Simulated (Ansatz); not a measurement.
HfB$_{2}$: band-structure calculation

System: HfB$_{2}$ (P6/mmm, 3 atoms in the cell).
Method: DFT, PBEsol, all-electron LAPW, scalar-relativistic, no spin polarisation (Ansatz 0.2.0).

The structure derives from an entry of the Crystallography Open Database. It belongs to a series of runs on one base structure; here: volume scaled by 1.01. Figures and captions count atoms from 1; the log counts them from 0 in places.

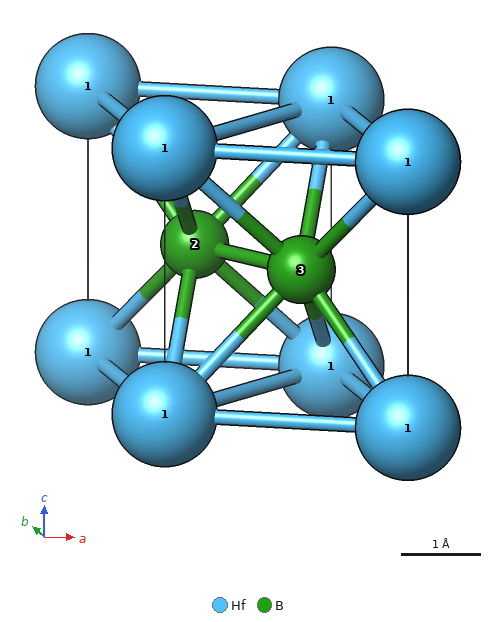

Figure 1. The structure as given in the input (ball-and-stick view of the cell of the calculation, seen slightly off an axis; atoms are numbered from 1 in the order of the input). An atom can appear more than once, as a periodic image. Near neighbours in the periodic cell (some may lie outside the picture): Hf has 12 B at 2.52 Å and 6 Hf at 3.15 Å; B has 3 B at 1.82 Å and 6 Hf at 2.52 Å.

### Summary

| quantity | value |
| --- | --- |
| outcome | converged |
| space group (tolerance 0.01 Å) | P6/mmm (191) |
| electrons in bands (core shells apart) | 52 |
| free energy | −411476.0553 eV |
| Fermi energy | 20.646 eV |
| pressure | −6.70 GPa |
| electronic character | metal |
| largest force (length of the vector) | under 0.001 eV/Å |
| hardware | 1 thread of Intel Xeon (Granite Rapids), 64 GiB of memory available, shared host |
| wall time | 19 s |
| peak memory | 0.56 GiB |

### Remarks

Spin–orbit coupling is left out, which matters for Hf. The cell is under a tension of 6.7 GPa at this level, so it is not at its equilibrium volume.

### The input
```yaml
crystal:
  lattice:
    - [3.1504320712, 0.0, 0.0]
    - [-1.5752160356, 2.7283542065, 0.0]
    - [0.0, 0.0, 3.4915615467]
  atoms:
    - { symbol: Hf, position: [0.0, 0.0, 0.0] }
    - { symbol: B, position: [0.3333333333, 0.6666666667, 0.5] }
    - { symbol: B, position: [0.6666666667, 0.3333333333, 0.5] }
kpoints:
  mp_grid: { grid: [13, 13, 11] }
  band_path:
    path:
      - [0.0, 0.0, 0.0]
      - [0.5, 0.0, 0.0]
      - [0.3333333333, 0.3333333333, 0.0]
      - [0.0, 0.0, 0.0]
      - [0.0, 0.0, 0.5]
      - [0.5, 0.0, 0.5]
      - [0.3333333333, 0.3333333333, 0.5]
      - [0.0, 0.0, 0.5]
      - [0.5, 0.0, 0.5]
    npoints: 5
scf:
  occupations: { method: fermi_dirac, width: 0.05 }
hamiltonian:
  xc: pbesol
  pseudopotentials: { kind: all_electron, lapw: { basis_error: 0.0005 } }
output:
  forces: true
  stress: true
  eigenvalues: true
```

Launched with:
```bash
ansatz run input.yaml --threads 1 --pin off --max-ram 6144MiB --backend cpu --events-out ev --progress --plain --runs-dir out
```

### Output
```
LAPW: plane waves up to 9.065 Å⁻¹, error target 5.0e-4 eV per atom; small_component_spin mean_spin; B in spheres of 0.909 Å, 5 of its electrons in bands, Dirac shells []; Hf in spheres of 1.391 Å, 42 of its electrons in bands, Dirac shells [] (how accurate: hamiltonian.pseudopotentials.lapw.basis_error, Limitations)
Engine: ansatz 0.2.0, x86_64-unknown-linux-gnu
Pseudopotentials: kind: all_electron
Pseudopotential: Hf, LAPW, valence charge 42, lapw/all_electron/scalar/gaussian/Hf, Koelling and Harmon's equation, gaussian nucleus
Pseudopotential: B, LAPW, valence charge 5, lapw/all_electron/scalar/gaussian/B, Koelling and Harmon's equation, gaussian nucleus
Functional definition: PBEsol
  exchange = pbesol_x
  correlation = pbesol_c
Crystal: 3 atoms, lattice volume = 30.012 Å³
Basis set: ecut = 313.0854590764258 eV, 389 PW (Γ), exchange–correlation at level 2
Bands: 32, of which v1, the nominal top of the filled ones, is band 26 counted from 1 (25 counted from 0)
Symmetry: 24 space group operations
Space group: P6/mmm (ITA 191), of the structure as read, at distance tolerance 3.1e-5 Å
k-points: 126 of 1859
Non-local potential: Hf, projectors of the file, none
Non-local potential: B, projectors of the file, none
Initial density: superposition of atomic densities (chi_scale 0.1, normalization cell, long waves kept (reshape's long-wave potential 0.00 eV rms))
Initial wavefunctions: plane waves of lowest kinetic energy (no species holds an atomic orbital)
Functional: x = pbesol(κ = 0.804, μ = 0.12345679012345678), c = pbesol(β = 0.046)
iter 1 solved again at ethr=6.04e-3 eV; its pass at ethr=1.00e-1 eV (dr2=3.14e0 eV) is discarded
SCF iter   1: F=—  HF=-411477.346658 eV  |F-HF|=—  |Δ(HF+E_count)|=         —  Δρ=7.41e-2  dr2=3.14e0  ethr=6.04e-3  ⟨swp⟩=2.0  Hψ=25032  notcnv=0
preconditioner: auto → Kerker (q_TF=auto, 2.990 Å⁻¹)  [metal: Δε(μ)=0.053 eV  Ē_g=17.520 eV  σ=0.050 eV  W_gap=0.25  n_scr=20 (ndim 8)  ℏωp=37.1 eV  f_vac=0.000  D(μ)=0.40/eV (n_scr^D=0)]
SCF iter   2: F=—  HF=-411476.353154 eV  |F-HF|=—  |Δ(HF+E_count)|=   9.94e-1  Δρ=3.82e-2  dr2=8.53e-1  ethr=6.04e-3  ⟨swp⟩=2.4  Hψ=11617  notcnv=0
preconditioner: auto → Resta (q_TF=auto, 2.990 Å⁻¹)  ε∞=4.9  [insulator: Δε(μ)=0.153 eV  Ē_g=18.689 eV  σ=0.050 eV  W_gap=0.50  n_scr=20 (ndim 8)  ℏωp=37.1 eV  f_vac=0.000  D(μ)=0.25/eV (n_scr^D=0)  ε∞_Penn≈4.9]
SCF iter   3: F=—  HF=-411476.155750 eV  |F-HF|=—  |Δ(HF+E_count)|=   1.97e-1  Δρ=1.77e-2  dr2=1.83e-1  ethr=1.64e-3  ⟨swp⟩=2.7  Hψ=11637  notcnv=0
SCF iter   4: F=—  HF=-411476.062993 eV  |F-HF|=—  |Δ(HF+E_count)|=         —  Δρ=7.70e-3  dr2=3.02e-2  ethr=3.52e-4  ⟨swp⟩=2.2  Hψ=12243  notcnv=0
the basis was enlarged: its passes take 304.8 KiB over the memory plan, 1 of 1 planned eigensolver slots
SCF iter   5: F=—  HF=-411476.055841 eV  |F-HF|=—  |Δ(HF+E_count)|=   7.15e-3  Δρ=2.57e-3  dr2=3.17e-3  ethr=5.80e-5  ⟨swp⟩=2.0  Hψ=11542  notcnv=0
iter 6 solved again at ethr=4.78e-7 eV; its pass at ethr=6.10e-6 eV (dr2=2.49e-4 eV) is discarded
SCF iter   6: F=—  HF=-411476.055300 eV  |F-HF|=—  |Δ(HF+E_count)|=   5.41e-4  Δρ=7.25e-4  dr2=2.48e-4  ethr=4.78e-7  ⟨swp⟩=2.0  Hψ=19684  notcnv=0
SCF iter   7: F=—  HF=-411476.055284 eV  |F-HF|=—  |Δ(HF+E_count)|=   1.65e-5  Δρ=9.55e-5  dr2=3.01e-6  ethr=4.77e-7  ⟨swp⟩=2.0  Hψ=11482  notcnv=0
SCF iter   8: F=—  HF=-411476.055283 eV  |F-HF|=—  |Δ(HF+E_count)|=   1.07e-6  Δρ=1.87e-5  dr2=1.01e-7  ethr=5.78e-9  ⟨swp⟩=3.0  Hψ=11904  notcnv=0
SCF iter   9: F=-411476.055283 eV  HF=-411476.055283 eV  |F-HF|=1.28e-9  |Δ(HF+E_count)|=   1.29e-8  Δρ=4.69e-6  dr2=6.70e-9  ethr=1.94e-10  ⟨swp⟩=2.0  Hψ=11480  notcnv=0
SCF 1 converged in 9 iterations: F = -411476.055283 eV  dr2 = 6.70e-9
NSCF: frozen V_eff on 41 k-points
SCF converged after 9 iterations
Free energy (F): -411476.055283 eV
Harris-Foulkes:  -411476.055283 eV  (|F-HF|=1.28e-9)
Internal energy: -411476.053712 eV  (E = F + TS)
E sigma→0 (E₀):  -411476.054497 eV
Entropy (-TS):   -0.001571 eV (-0.524 meV/atom)
Fermi energy:    20.646262 eV
--- Per-component energies (eV) ---
  E_band       = -4395.140431
  E_kinetic    = 457639.727081
  E_xc         = -8508.581609
  E_electrostatic = -860607.199184  (all electrons and nuclei)
  E_smearing   = -0.001571  (= −TS)
  E_closure    = 0.000000  (closes the sum)
  E_atoms      = -411450.748255  (free atoms, spherical and without spin; not in F)
  Σ components = -411476.055283   (vs F -411476.055283, Δ=0.00e0)
  Basis errors (estimates in eV, not in F): energy 2.2e-4 per atom: plane waves 1.9e-4 (1.0e-4 summed), levels above the bands 1.8e-46, relativity 1.3e-8, radial functions 2.5e-5, core shells 6.7e-8; eigenvalues (radial functions only) 1.5e-6; not estimated: angular momenta, meshes, grids; target (lapw.basis_error) 5.0e-4; muffin-tin radii B 0.909 Å, Hf 1.391 Å
--- Forces (eV/Å), atoms counted from 1 ---
  atom   1  Hf     0.00000000    -0.00000000     0.00000000
  atom   2  B      0.00000000    -0.00000000    -0.00000000
  atom   3  B      0.00000000     0.00000000     0.00000000
  max |Σ_I F_I| component: 3.70e-17 eV/Å
--- Stress (GPa, compression-positive) ---
       -6.367705      -0.000000      -0.000000
       -0.000000      -6.367705      -0.000000
       -0.000000      -0.000000      -7.360944
  P = ⅓ Tr σ = -6.6988 GPa (-66.988 kbar)
--- Band table (eV; the first three rows and the last of 126) ---
  k-point 0: bands = ["-352.3849", "-352.3571", "-352.3571", "-180.4583", "-180.4535", "-180.4535", "-180.4301", "-180.4301", "-151.8888", "-151.8782", "-41.2010", "-10.0674", "-9.5914", "-9.5914", "6.9077", "8.8132", "8.8317", "8.8443", "8.8443", "8.8474", "8.8474", "8.9386", "17.5448", "17.6853", "17.6853", "17.8574", "24.4891", "24.4891", "25.1459", "25.1459", "25.5439", "25.5439"]
  k-point 1: bands = ["-352.3849", "-352.3571", "-352.3571", "-180.4583", "-180.4535", "-180.4535", "-180.4301", "-180.4301", "-151.8888", "-151.8782", "-41.2004", "-10.0892", "-9.5899", "-9.5899", "7.0373", "8.8120", "8.8317", "8.8457", "8.8457", "8.8459", "8.8459", "8.9386", "16.5354", "17.7701", "17.7701", "18.8184", "23.5982", "23.5982", "24.8674", "24.8674", "25.6043", "26.6358"]
  k-point 2: bands = ["-352.3849", "-352.3571", "-352.3571", "-180.4583", "-180.4535", "-180.4535", "-180.4301", "-180.4301", "-151.8888", "-151.8782", "-41.1990", "-10.1471", "-9.5856", "-9.5856", "7.4098", "8.8092", "8.8316", "8.8413", "8.8413", "8.8504", "8.8504", "8.9386", "15.3498", "18.0200", "18.0200", "19.8928", "22.5506", "22.5506", "24.1500", "24.1500", "25.6238", "28.1440"]
  k-point 125: bands = ["-352.3849", "-352.3571", "-352.3571", "-180.4583", "-180.4535", "-180.4535", "-180.4301", "-180.4301", "-151.8840", "-151.8830", "-41.1423", "-10.1413", "-10.1217", "-10.0140", "8.8201", "8.8278", "8.8379", "8.8427", "8.8434", "8.8606", "8.9126", "11.1963", "11.9523", "15.0626", "17.3548", "17.3957", "24.9449", "25.9222", "27.0263", "27.1532", "27.8908", "27.9669"]
```

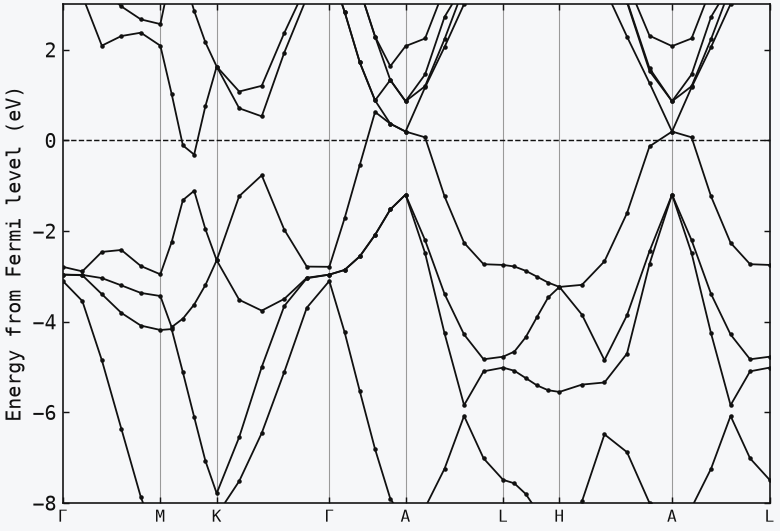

Figure 2. Band structure along Γ–M–K–Γ–A–L–H–A–L, with energies from the Fermi level. Bands cross the Fermi level: a metal at this level of theory.
